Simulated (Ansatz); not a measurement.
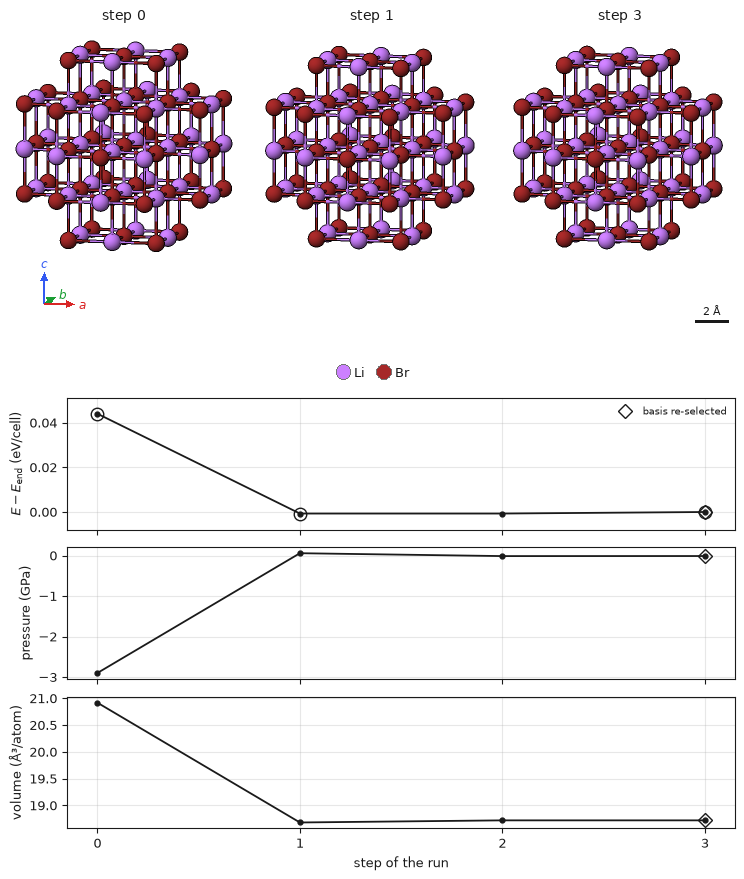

Frames of a relaxation of a crystal of LiBr (built on the measured structure type), marked on the history of the run. Style: ball-and-stick. Shown: the conventional cell (4 times the calculation's cell), slightly off an axis. Lengths and directions refer to the drawn axes.

These are results of DFT, LDA, plane waves, PAW (Ansatz 0.2.0), not measurements.

Input
```yaml
crystal:
  lattice:
    - [0.0, 2.755404078, 2.755404078]
    - [2.755404078, 0.0, 2.755404078]
    - [2.755404078, 2.755404078, 0.0]
  atoms:
    - { symbol: Li, position: [0.0, 0.0, 0.0] }
    - { symbol: Br, position: [0.5, 0.5, 0.5] }
kpoints:
  mp_grid: { grid: [8, 8, 8] }
hamiltonian:
  xc: lda
scf:
  occupations: { method: fermi_dirac, width: 0.02 }
relax:
  f_tol: 0.005
  cell: {}
```

Launched with:
```bash
ansatz run input.yaml --threads 2 --pin off --max-ram 2211MiB --backend cpu --events-out ev --progress --plain --runs-dir out
```

> Describe the path.

No atom moves by more than 0.005 Å relative to the cell. Cell: a = b = c 5.511 → 5.311 Å (−3.6 %). Volume −10.5 %. Among the contacts that change: Li1–Br2 2.755 → 2.655 Å. The space group stays Fm-3m (No. 225). Over 2 accepted moves (3 points after the start) the energy falls by 44.1 meV per cell of the calculation. All forces vanish by symmetry, so only the cell relaxes. The pressure goes from −2.90 to −0.01 GPa. The SCF was repeated once at an unchanged geometry on a basis and grid sized afresh for the cell, which shifted the energy by 0.7 meV per cell of the calculation at most. From step 0 to 1: volume −10.7 %, energy −44.8 meV per cell of the calculation. From step 1 to 3: volume +0.2 %, energy +0.7 meV per cell of the calculation.

```csv
step,"E − E(0), meV/atom","pressure, GPa","volume, Å³/atom",note
0,0.00,-2.90,20.920,
1,-22.38,0.06,18.683,
2,-22.38,-0.01,18.722,
3,-22.03,-0.01,18.722,"same geometry, new basis"
```
